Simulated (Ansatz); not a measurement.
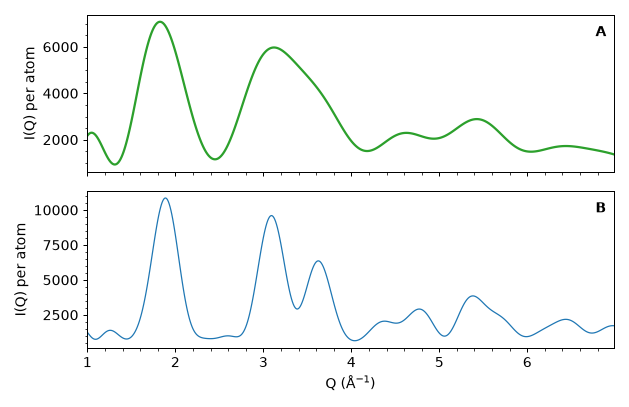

X-ray scattering of spheres cut from the crystal structure of Pt (Fd-3m, a = 5.725 Å, b = 5.725 Å, c = 5.725 Å, α = 90.00°, β = 90.00°, γ = 90.00°), calculated atom by atom with the Debye equation (B = 0.5 Å², no relaxation of the surface). It is based on the end point of a relaxation with Ansatz 0.2.0, DFT, m-r2SCAN, plane waves (500 eV) with PAW, scalar-relativistic; the starting structure was generated, so it need not be a known form of this composition.

The spheres are 10 and 20 Å across. Which curve is which?

curve A: 10 Å (29 atoms); curve B: 20 Å (167 atoms). Peak widths go roughly as 2π/D, so the largest sphere has the sharpest peaks.

Index the main peaks of the largest sphere.

Q ≈ 1.89 Å⁻¹: 111; Q ≈ 3.09 Å⁻¹: 220; Q ≈ 3.62 Å⁻¹: 311; Q ≈ 4.77 Å⁻¹: 331; Q ≈ 5.38 Å⁻¹: 422; Q ≈ 6.44 Å⁻¹: 531.
